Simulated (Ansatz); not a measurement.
Geometry relaxation of Zn₁₆HS₁₆ (charge −1) (part 3 of 4)

Continued. System: Zn₁₆HS₁₆ (defect cell, 33 atoms in the cell, total charge −1). Method: DFT PBE, scalar-relativistic, plane waves, PAW, no spin polarisation (Ansatz 0.2.0); cutoff 420 eV, 2×2×2 k-mesh, Gaussian smearing of 0.01 eV. The structure derives from a Materials Project entry. It belongs to a series of runs on one base structure; here: H interstitial, charge -1, atoms relaxed at the host's cell.

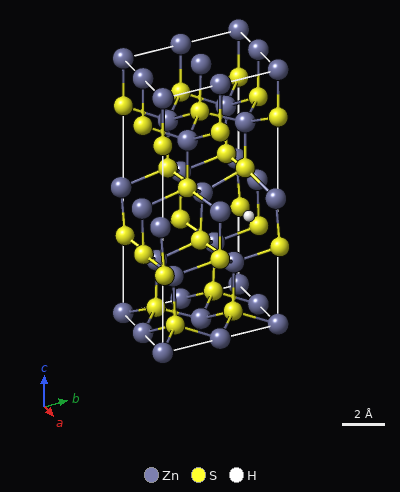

**Figure 1.** The geometry at step 4 of the log (ball-and-stick view of the cell of the calculation, seen slightly off an axis).

Output, continued:
```
  k-point 5: bands = ["-7.1008", "-7.0476", "-7.0039", "-6.9542", "-6.6263", "-6.6034", "-6.5765", "-6.5556", "-6.5396", "-6.5276", "-6.4809", "-6.4211", "-6.3596", "-6.2965", "-6.1480", "-6.0641", "-0.9429", "-0.8217", "-0.8112", "-0.7851", "-0.7526", "-0.7521", "-0.7350", "-0.7337", "-0.7242", "-0.7191", "-0.7120", "-0.7052", "-0.7019", "-0.6918", "-0.6915", "-0.6815", "-0.6596", "-0.6508", "-0.6406", "-0.6351", "-0.6298", "-0.6256", "-0.6159", "-0.6048",
      "-0.6017", "-0.5846", "-0.5792", "-0.5654", "-0.5626", "-0.5502", "-0.5488", "-0.5239", "-0.5129", "-0.5080", "-0.5047", "-0.4948", "-0.4867", "-0.4755", "-0.4678", "-0.4638", "-0.4540", "-0.4324", "-0.4251", "-0.4215", "-0.3893", "-0.3791", "-0.3702", "-0.3586", "-0.3463", "-0.3383", "-0.3275", "-0.3242", "-0.3133", "-0.3061", "-0.3036", "-0.2816", "-0.2780", "-0.2757", "-0.2658", "-0.2599", "-0.2515", "-0.2363", "-0.2256", "-0.2149",
      "-0.2061", "-0.1802", "-0.1698", "-0.1524", "-0.1397", "-0.1287", "-0.0810", "-0.0717", "-0.0540", "-0.0291", "0.0033", "0.0261", "0.0874", "0.1124", "0.1494", "0.1655", "0.7227", "0.9715", "1.0150", "1.0254", "1.1812", "1.3359", "1.4043", "1.4211", "1.4718", "1.4770", "1.6061", "1.8393", "2.4339", "2.6521", "2.7067", "2.7286", "2.7583", "2.7912", "2.8484", "2.9338", "3.0314", "3.0770", "3.1259", "3.1364",
      "3.2240", "3.2318", "3.2597", "3.4459", "3.4901", "3.5030", "3.5224", "3.7328", "4.0208", "4.0856", "4.1426", "4.2275", "4.3654", "4.4123", "4.4148", "4.4558", "4.6483", "4.6750", "4.7874", "4.8602", "4.9094", "4.9282", "5.0150", "5.0863", "6.2560", "9.1820", "9.3231", "9.3526", "9.5178", "9.8051", "9.8541", "9.8695", "9.9395", "10.0343", "10.1115", "10.1154", "10.2559", "10.3799", "10.3885", "10.4982",
      "10.6028", "10.9910", "11.0380", "11.0944", "11.3039", "11.3398", "11.4498", "11.4973", "11.5309", "11.7956", "11.8521", "11.9076", "11.9802", "11.9811", "12.1020", "12.1221", "12.5918", "12.6701"]
--- Relaxed structure (18 steps of the walk, 18 accepted, 0 SCFs on fresh bases) ---
  F+E_penalty+E_count = -67570.43627706 eV   max|allowed force component| = 9.174e-3 eV/Å
  atoms:
    - { symbol: Zn, position: [0.32842434711444096, 0.156848694228882, 0.24143254416843227] }
    - { symbol: Zn, position: [0.8263719887306271, 0.15274397746125407, 0.3068982730297424] }
    - { symbol: Zn, position: [0.326200256870782, 0.6516427918121098, 0.2424052642519919] }
    - { symbol: Zn, position: [0.8254425349413277, 0.6516427918121097, 0.2424052642519919] }
    - { symbol: Zn, position: [0.16212270606600357, 0.3256420154401942, 0.7477276207282952] }
    - { symbol: Zn, position: [0.6635193093741909, 0.32564201544019433, 0.7477276207282952] }
    - { symbol: Zn, position: [0.16416909562991586, 0.8283381912598318, 0.7418279213773745] }
    - { symbol: Zn, position: [0.6613281025876598, 0.8226562051753198, 0.7498785995898785] }
    - { symbol: Zn, position: [0.5202188804812936, 0.002808590016697532, 0.49213755356479194] }
    - { symbol: Zn, position: [0.9825897095354035, 0.002808590016697088, 0.49213755356479194] }
    - { symbol: Zn, position: [0.49357524357415977, 0.48715048714831977, 0.4983990834592882] }
    - { symbol: Zn, position: [1.003276492276668, 0.5065529845533361, 0.4982046122633921] }
    - { symbol: Zn, position: [-0.010351814275552443, 0.47929637144889514, 0.9968912407602584] }
    - { symbol: Zn, position: [0.4947418845954485, 0.48948376919089703, 0.9976487376145281] }
    - { symbol: Zn, position: [-0.010945442607730562, 0.9958308748079183, 0.998102247920034] }
    - { symbol: Zn, position: [0.5067763174156487, 0.9958308748079179, 0.998102247920034] }
    - { symbol: S, position: [0.3278476660879861, 0.15569533217597256, 0.05562312020787974] }
    - { symbol: S, position: [0.8289771729567325, 0.15795434591346502, 0.0668697084506528] }
    - { symbol: S, position: [0.3276711054601226, 0.6564627135462837, 0.05621309424608503] }
    - { symbol: S, position: [0.8287916080861608, 0.6564627135462836, 0.05621309424608503] }
    - { symbol: S, position: [0.16606844531195755, 0.3329752121354721, 0.562248287704886] }
    - { symbol: S, position: [0.666906766823514, 0.332975212135472, 0.562248287704886] }
    - { symbol: S, position: [0.17096970881622858, 0.8419394176324573, 0.5572474826134934] }
    - { symbol: S, position: [0.6559476077188696, 0.811895215437739, 0.5654264825311612] }
    - { symbol: S, position: [0.4766922557095821, -0.020963903446615695, 0.30461591820970885] }
    - { symbol: S, position: [1.002343840843802, -0.020963903446615584, 0.3046159182097089] }
    - { symbol: S, position: [0.4937698737755021, 0.48753974755100427, 0.3093831810476239] }
    - { symbol: S, position: [1.000653757602814, 0.5013075152056288, 0.30981618103157926] }
    - { symbol: S, position: [-0.002443140425723102, 0.4951137191485539, 0.8092273340870606] }
    - { symbol: S, position: [0.4947093587974744, 0.489418717594949, 0.8118964124586856] }
    - { symbol: S, position: [-0.004041791698628531, 0.9919333036427078, 0.8102787448761213] }
    - { symbol: S, position: [0.49597509534133644, 0.991933303642708, 0.8102787448761213] }
    - { symbol: H, position: [0.81920105633198, 1.13840211266396, 0.4404950075051403] }
```

Trajectory as extended XYZ (Å, eV, eV/Å), 13 of the 18 frames kept, from step=1 to step=18:
```
33
Lattice="3.8462 -6.6617 0.0000 -7.6923 0.0000 0.0000 0.0000 0.0000 -12.5887" Properties=species:S:1:pos:R:3:forces:R:3 step=1 energy=-67568.84763
Zn   -0.0098   -2.2262   -3.1232    0.0090   0.0052  -0.2594
Zn    1.9143   -5.5565   -3.1451    0.2540   0.1466  -0.2986
Zn   -3.8545   -2.2245   -3.1456   -0.0024  -0.2882  -0.2933
Zn   -1.9307   -5.5567   -3.1456   -0.2508   0.1420  -0.2933
Zn   -1.9300   -1.1137   -9.4423    0.0310  -0.0184   0.0514
Zn   -0.0064   -4.4455   -9.4423   -0.0004   0.0360   0.0514
Zn   -5.7757   -1.1140   -9.4423   -0.0312  -0.0180   0.0519
Zn   -3.8522   -4.4446   -9.4707   -0.0010  -0.0006   0.3368
Zn    1.9156   -3.3340   -6.2936    0.2695  -0.1569   0.2595
Zn    3.8397   -6.6666   -6.2936   -0.0012   0.3119   0.2595
Zn   -1.9285   -3.3340   -6.2934   -0.2665  -0.1539   0.2530
Zn   -0.0063   -6.6654   -6.2938   -0.0010  -0.0006   0.0528
Zn   -3.8533   -0.0041  -12.5874    0.0000   0.0000  -0.0293
Zn   -1.9309   -3.3354  -12.5887    0.0841   0.0486  -0.0027
Zn   -7.6994   -0.0037  -12.5890   -0.0001  -0.0965  -0.0018
Zn   -5.7760   -3.3351  -12.5890   -0.0836   0.0482  -0.0018
S    -0.0074   -2.2249   -0.7739   -0.0010  -0.0006   0.2022
S     1.9159   -5.5556   -0.7871   -0.0125  -0.0072   0.0739
S    -3.8533   -2.2246   -0.7872   -0.0004   0.0140   0.0731
S    -1.9301   -5.5556   -0.7872    0.0120  -0.0073   0.0731
S    -1.9302   -1.1135   -7.0826   -0.0158   0.0076  -0.0842
S    -0.0064   -4.4457   -7.0826   -0.0013  -0.0175  -0.0842
S    -5.7751   -1.1137   -7.0824    0.0153   0.0088  -0.0848
S    -3.8524   -4.4448   -7.1142   -0.0031  -0.0018  -0.3561
S     1.9010   -3.3276   -3.9295   -0.1641   0.1015   0.1328
S     3.8379   -6.6825   -3.9295    0.0058  -0.1928   0.1328
S    -1.9187   -3.3283   -3.9302    0.1663   0.0960   0.1407
S    -0.0079   -6.6663   -3.9406   -0.0007  -0.0004   0.0120
S    -3.8529   -0.0039  -10.2333    0.0002   0.0001  -0.0123
S    -1.9257   -3.3324  -10.2381    0.0614   0.0355  -0.1148
S    -7.6989   -0.0080  -10.2382    0.0004  -0.0698  -0.1148
S    -5.7795   -3.3326  -10.2382   -0.0602   0.0352  -0.1148
H    -3.8574   -4.4476   -4.7893   -0.0117  -0.0068  -0.0106
33
Lattice="3.8462 -6.6617 0.0000 -7.6923 0.0000 0.0000 0.0000 0.0000 -12.5887" Properties=species:S:1:pos:R:3:forces:R:3 step=2 energy=-67568.93628
Zn   -0.0085   -2.2255   -3.1124    0.0170   0.0098  -0.1031
Zn    1.9328   -5.5458   -3.1714    0.1580   0.0912  -0.1806
Zn   -3.8539   -2.2433   -3.1708   -0.0019  -0.1690  -0.1659
Zn   -1.9466   -5.5468   -3.1708   -0.1473   0.0828  -0.1659
Zn   -1.9269   -1.1154   -9.4327    0.0114  -0.0078   0.0423
Zn   -0.0064   -4.4419   -9.4327   -0.0010   0.0137   0.0423
Zn   -5.7785   -1.1157   -9.4327   -0.0114  -0.0066   0.0429
Zn   -3.8522   -4.4447   -9.4764    0.0016   0.0009   0.1509
Zn    1.9382   -3.3473   -6.2680    0.1695  -0.1014   0.1527
Zn    3.8395   -6.6404   -6.2680   -0.0031   0.1975   0.1527
Zn   -1.9516   -3.3473   -6.2676   -0.1624  -0.0938   0.1463
Zn   -0.0064   -6.6654   -6.2854   -0.0005  -0.0003   0.0025
Zn   -3.8527   -0.0038  -12.5942   -0.0003  -0.0002  -0.0228
Zn   -1.9299   -3.3348  -12.5976    0.0257   0.0149   0.0039
Zn   -7.6991   -0.0042  -12.5980   -0.0002  -0.0287   0.0041
Zn   -5.7763   -3.3347  -12.5980   -0.0249   0.0141   0.0041
S    -0.0071   -2.2247   -0.7590   -0.0046  -0.0027   0.0776
S     1.9164   -5.5553   -0.8023   -0.0029  -0.0017   0.0803
S    -3.8530   -2.2244   -0.8016   -0.0005   0.0042   0.0796
S    -1.9298   -5.5555   -0.8016    0.0033  -0.0026   0.0796
S    -1.9239   -1.1175   -7.0694   -0.0309   0.0170  -0.0758
S    -0.0067   -4.4383   -7.0694   -0.0007  -0.0353  -0.0758
S    -5.7816   -1.1174   -7.0693    0.0303   0.0175  -0.0769
S    -3.8528   -4.4450   -7.1427   -0.0031  -0.0018  -0.2988
S     1.8855   -3.3169   -3.9148   -0.1101   0.0943   0.0747
S     3.8395   -6.7013   -3.9148    0.0266  -0.1425   0.0747
S    -1.9016   -3.3185   -3.9145    0.1085   0.0626   0.0923
S    -0.0068   -6.6657   -3.9334   -0.0009  -0.0005  -0.0243
S    -3.8528   -0.0038  -10.2329    0.0007   0.0004  -0.0052
S    -1.9203   -3.3293  -10.2493    0.0056   0.0033  -0.0380
S    -7.6988   -0.0142  -10.2494    0.0010  -0.0056  -0.0388
S    -5.7848   -3.3294  -10.2494   -0.0043   0.0036  -0.0388
H    -3.8679   -4.4537   -4.7991   -0.0482  -0.0278   0.0070
33
Lattice="3.8462 -6.6617 0.0000 -7.6923 0.0000 0.0000 0.0000 0.0000 -12.5887" Properties=species:S:1:pos:R:3:forces:R:3 step=4 energy=-67569.06401
Zn   -0.0559   -2.2529   -3.0365   -0.0252  -0.0145   0.1421
Zn    2.0068   -5.5031   -3.2507   -0.0174  -0.0101  -0.0177
Zn   -3.8767   -2.2748   -3.2138   -0.0148   0.1055   0.0496
Zn   -1.9854   -5.5508   -3.2138    0.0840  -0.0656   0.0496
Zn   -1.9151   -1.1074   -9.3953   -0.0108   0.0205   0.0178
Zn    0.0065   -4.4357   -9.3953    0.0123  -0.0196   0.0178
Zn   -5.7695   -1.1105   -9.3908    0.0134   0.0078   0.0285
Zn   -3.8330   -4.4336   -9.5853    0.0220   0.0127  -0.0503
Zn    2.0441   -3.3976   -6.1991    0.1357  -0.1091   0.0327
Zn    3.8489   -6.5236   -6.1991   -0.0266   0.1721   0.0327
Zn   -2.0126   -3.3825   -6.2386    0.0099   0.0057  -0.1075
Zn   -0.0014   -6.6625   -6.2899   -0.0221  -0.0128  -0.0454
Zn   -3.8424    0.0022  -12.6000    0.0123   0.0071   0.0155
Zn   -1.9448   -3.3434  -12.5966    0.0019   0.0011   0.0144
Zn   -7.7030   -0.0009  -12.5995   -0.0149   0.0069   0.0103
Zn   -5.7753   -3.3397  -12.5995   -0.0014  -0.0164   0.0103
S    -0.0192   -2.2316   -0.7027   -0.0040  -0.0023  -0.0848
S     1.9240   -5.5509   -0.8259   -0.0031  -0.0018   0.0516
S    -3.8583   -2.2213   -0.8027    0.0175  -0.0091  -0.0200
S    -1.9298   -5.5616   -0.8027    0.0009   0.0197  -0.0200
S    -1.8977   -1.1028   -7.0401   -0.0129  -0.0516  -0.0014
S     0.0192   -4.4229   -7.0401   -0.0511   0.0146  -0.0014
S    -5.7906   -1.1226   -7.0346    0.0455   0.0263  -0.0110
S    -3.8328   -4.4334   -7.3201    0.0819   0.0473  -0.0958
S     1.8095   -3.2634   -3.8604    0.0325  -0.0863   0.0650
S     3.8478   -6.7939   -3.8604   -0.0585   0.0713   0.0650
S    -1.9091   -3.3228   -3.8917   -0.0422  -0.0244  -0.0153
S     0.0137   -6.6538   -3.9354   -0.0424  -0.0245   0.0379
S    -3.8429    0.0019  -10.2232    0.0012   0.0007  -0.0087
S    -1.8871   -3.3101  -10.2609   -0.0043  -0.0025  -0.0183
S    -7.6878   -0.0238  -10.2588   -0.0041   0.0001  -0.0252
S    -5.7876   -3.3150  -10.2588   -0.0019  -0.0036  -0.0252
H    -3.9876   -4.5228   -4.9272   -0.1131  -0.0653  -0.0925
33
Lattice="3.8462 -6.6617 0.0000 -7.6923 0.0000 0.0000 0.0000 0.0000 -12.5887" Properties=species:S:1:pos:R:3:forces:R:3 step=5 energy=-67569.15216
Zn   -0.1155   -2.2873   -3.0004   -0.0961  -0.0555   0.1795
Zn    2.0161   -5.4977   -3.2698   -0.1861  -0.1074   0.1865
Zn   -3.9070   -2.2782   -3.2179   -0.0313   0.2517   0.2141
Zn   -2.0034   -5.5754   -3.2179    0.2023  -0.1530   0.2141
Zn   -1.9062   -1.0933   -9.3696   -0.0114   0.0369  -0.0196
Zn    0.0232   -4.4350   -9.3696    0.0262  -0.0283  -0.0196
Zn   -5.7634   -1.1069   -9.3449    0.0158   0.0091   0.0148
Zn   -3.8079   -4.4191   -9.6824    0.0262   0.0151  -0.1394
Zn    2.1452   -3.4472   -6.1445    0.0726  -0.1499  -0.0632
Zn    3.8565   -6.4112   -6.1445   -0.0935   0.1379  -0.0632
Zn   -2.0119   -3.3821   -6.2640    0.2054   0.1186  -0.3003
Zn   -0.0005   -6.6620   -6.3020   -0.0493  -0.0285  -0.0952
Zn   -3.8424    0.0022  -12.5882    0.0210   0.0121   0.0639
Zn   -1.9488   -3.3457  -12.5961   -0.0069  -0.0040   0.0479
Zn   -7.7055   -0.0029  -12.6007   -0.0221   0.0214   0.0318
Zn   -5.7783   -3.3409  -12.6007    0.0075  -0.0298   0.0318
S    -0.0272   -2.2363   -0.6945   -0.0098  -0.0056  -0.0723
S     1.9214   -5.5524   -0.8133   -0.0076  -0.0044  -0.0265
S    -3.8599   -2.2199   -0.7930    0.0194  -0.0110  -0.1012
S    -1.9293   -5.5637   -0.7930    0.0002   0.0223  -0.1012
S    -1.8678   -1.0696   -7.0216   -0.0102  -0.0887   0.0522
S     0.0629   -4.4137   -7.0216   -0.0819   0.0355   0.0522
S    -5.8032   -1.1299   -6.9919    0.0945   0.0546   0.0222
S    -3.7806   -4.4033   -7.4460    0.1523   0.0879   0.1154
S     1.7598   -3.2581   -3.8051    0.3059  -0.1802  -0.1085
S     3.8275   -6.8395   -3.8051   -0.0031   0.3550  -0.1085
S    -1.9583   -3.3512   -3.9076   -0.1232  -0.0711  -0.0854
S     0.0091   -6.6565   -3.9412   -0.0544  -0.0314   0.0980
S    -3.8409    0.0030  -10.2071    0.0066   0.0038   0.0000
S    -1.8520   -3.2898  -10.2703    0.0134   0.0077  -0.0316
S    -7.6753   -0.0286  -10.2652   -0.0028   0.0110  -0.0075
S    -5.7855   -3.3019  -10.2652    0.0081  -0.0079  -0.0075
H    -4.0758   -4.5738   -5.0947   -0.3878  -0.2239   0.0264
33
Lattice="3.8462 -6.6617 0.0000 -7.6923 0.0000 0.0000 0.0000 0.0000 -12.5887" Properties=species:S:1:pos:R:3:forces:R:3 step=7 energy=-67569.50108
Zn   -0.1652   -2.3160   -3.0162    0.0188   0.0109  -0.1568
Zn    1.9671   -5.5260   -3.2160   -0.1217  -0.0703   0.1624
Zn   -3.9294   -2.2419   -3.1703   -0.0399   0.0764   0.1116
Zn   -1.9831   -5.6129   -3.1703    0.0462  -0.0727   0.1116
Zn   -1.8907   -1.0666   -9.3626    0.0074   0.0282  -0.0297
Zn    0.0540   -4.4350   -9.3626    0.0281  -0.0077  -0.0297
Zn   -5.7546   -1.1018   -9.2939   -0.0018  -0.0010   0.0663
Zn   -3.7602   -4.3916   -9.7618    0.0158   0.0091   0.0836
Zn    2.2252   -3.5164   -6.1332   -0.1036  -0.2146  -0.0675
Zn    3.8366   -6.3073   -6.1332   -0.2377   0.0175  -0.0675
Zn   -1.9136   -3.3254   -6.3470    0.1944   0.1122  -0.1637
Zn   -0.0073   -6.6659   -6.3150   -0.0882  -0.0509  -0.0638
Zn   -3.8457    0.0003  -12.5522    0.0123   0.0071   0.0749
Zn   -1.9435   -3.3427  -12.5959    0.0568   0.0328   0.0363
Zn   -7.7066   -0.0078  -12.5963   -0.0127  -0.0463   0.0158
Zn   -5.7831   -3.3393  -12.5963   -0.0464   0.0122   0.0158
S    -0.0307   -2.2383   -0.7270    0.0011   0.0006   0.0861
S     1.9119   -5.5579   -0.7742   -0.0107  -0.0062  -0.0457
S    -3.8582   -2.2161   -0.7734    0.0165  -0.0058  -0.0715
S    -1.9252   -5.5641   -0.7734    0.0033   0.0172  -0.0715
S    -1.8446   -1.0197   -7.0206    0.0467  -0.0621   0.0229
S     0.1177   -4.4185   -7.0206   -0.0305   0.0715   0.0229
S    -5.8155   -1.1370   -6.9407    0.1141   0.0659  -0.0725
S    -3.6672   -4.3379   -7.5137    0.2404   0.1388   0.0505
S     1.7664   -3.2892   -3.7770    0.0770   0.0953   0.0316
S     3.8039   -6.8183   -3.7770    0.1210   0.0191   0.0316
S    -2.0356   -3.3958   -3.9621    0.0288   0.0166  -0.0195
S    -0.0077   -6.6662   -3.9381    0.0017   0.0010   0.0950
S    -3.8400    0.0035  -10.1808    0.0194   0.0112  -0.0201
S    -1.7993   -3.2594  -10.2831    0.0326   0.0188  -0.0756
S    -7.6520   -0.0181  -10.2634   -0.0045   0.0249  -0.0008
S    -5.7648   -3.2869  -10.2634    0.0193  -0.0163  -0.0008
H    -4.3840   -4.7517   -5.2381   -0.4050  -0.2338  -0.0626
```
